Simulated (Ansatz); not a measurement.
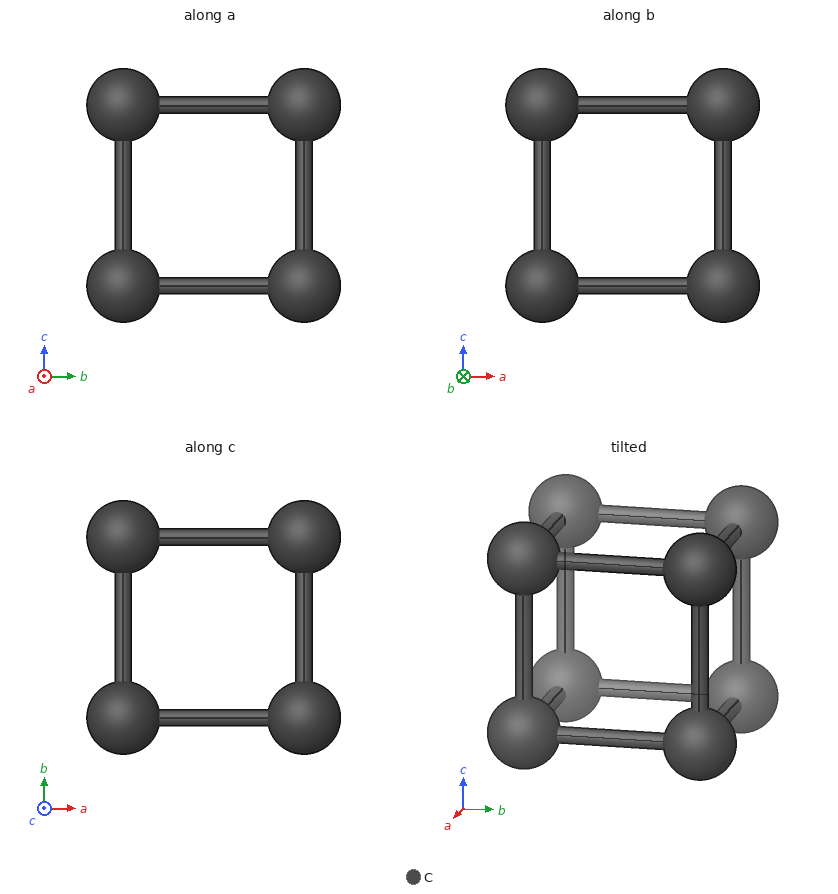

Shown here is a ball-and-stick view of the crystal, taken along the a axis, along the b axis, along the c axis and slightly off an axis. One conventional unit cell is outlined, and atoms on its boundary appear in each equivalent place.

Lattice parameters: a = 1.727 Å, b = 1.727 Å, c = 1.727 Å, α = 90.00°, β = 90.00°, γ = 90.00°. Put a along x and b in the xy plane.

### Reconstruct the structure as a POSCAR file.

```
C
1.0
     1.727    0.000    0.000
     0.000    1.727    0.000
     0.000    0.000    1.727
C
1
Direct
  0.0000 0.0000 0.0000
```

The structure was taken from a structure type filled with this element by a generator (whether the element takes this form wasn't checked). Earlier steps of the study may have refined or changed the cell and positions. It was run through Ansatz as a DFT input.

At this level of theory the cell isn't at rest (compressed, at 36 GPa), so its distances can differ from those at equilibrium, the more so the softer the solid.
